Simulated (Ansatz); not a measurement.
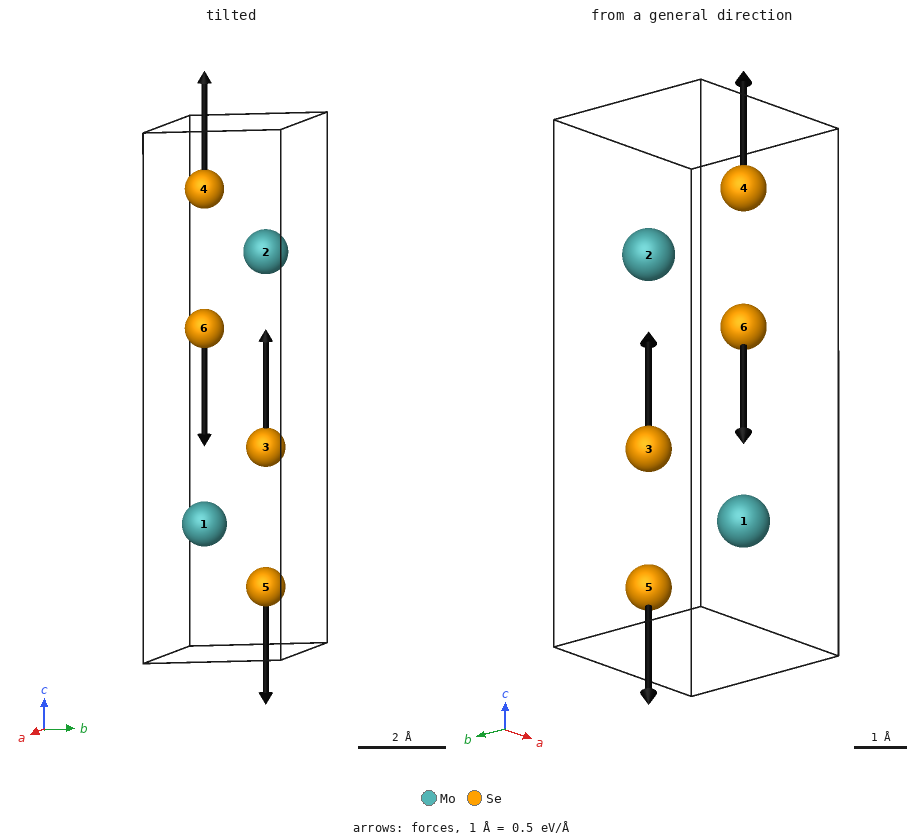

The figure gives a spheres-only picture of the atoms, viewed slightly off an axis and from a general direction. One simulation cell is framed, with atoms on its boundary repeated. The arrows are the computed forces on the atoms.

System: MoSe₂. Method used: Ansatz, DFT PBE+D3(BJ), scalar-relativistic, plane waves, PAW. It ran with a cutoff energy of 420 eV, Brillouin-zone sampling on a 12×12×2 mesh, Gaussian smearing of 0.05 eV, no spin polarisation.

Is this an equilibrium geometry?

Answer. No. The atoms still feel forces of up to about 1.2 eV/Å, far above a usual threshold of 0.01 to 0.03 eV/Å.

Which atom is furthest from force balance?

Answer. All Se atoms, about 1.2 eV/Å.

It goes back to a structure listed in the Materials Project. The cell was then strained or its atoms displaced on purpose. It went into a calculation with Ansatz.
